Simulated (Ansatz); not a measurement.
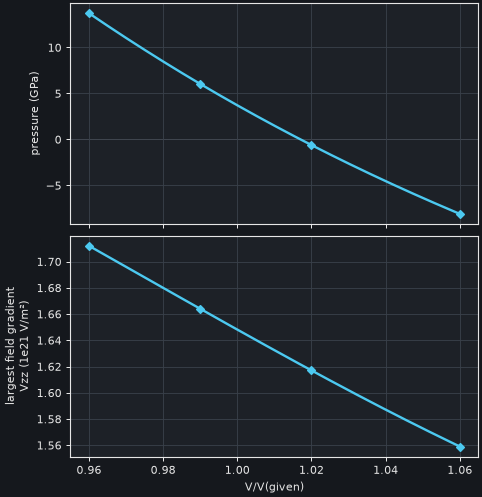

Plotted: pressure and largest field gradient Vzz against V/V(given) for SiC, space group P6_3mc (No. 186).

Cell as given: a = 3.076 Å, b = 3.076 Å, c = 5.048 Å, α = 90.00°, β = 90.00°, γ = 120.00°; 4 atoms.

How it was computed, with Ansatz 0.2.0: periodic Kohn-Sham DFT of a crystal at fixed atoms, scaled to the stated factor times the given cell; pressure positive in compression. Level: PBE.

- method: all-electron PAW
- relativity: scalar
- k mesh: 15×15×8
- occupations: Fermi–Dirac
- smearing width: 0.08 eV
- nucleus: Gaussian

V(given) is 10.34 Å³/atom.

### What does the pressure do across the range?

It falls from 13.7 GPa at V/V(given) 0.96 to −8.1 GPa at 1.06, and changes sign near 1.02.

### Read off the course of the largest field gradient Vzz.

It falls from 1.712 1e21 V/m² at V/V(given) 0.96 to 1.559 1e21 V/m² at 1.06.

Limits of the calculation: shape and atomic fractions are frozen while scaling, which makes layered, chain and framework solids too stiff.

The computed values:

```json
{"V/V(given)": "0.96", "pressure (GPa)": "13.7", "largest field gradient Vzz (1e21 V/m²)": "1.712"}
{"V/V(given)": "0.99", "pressure (GPa)": "6.0", "largest field gradient Vzz (1e21 V/m²)": "1.664"}
{"V/V(given)": "1.02", "pressure (GPa)": "-0.6", "largest field gradient Vzz (1e21 V/m²)": "1.617"}
{"V/V(given)": "1.06", "pressure (GPa)": "-8.1", "largest field gradient Vzz (1e21 V/m²)": "1.559"}
```
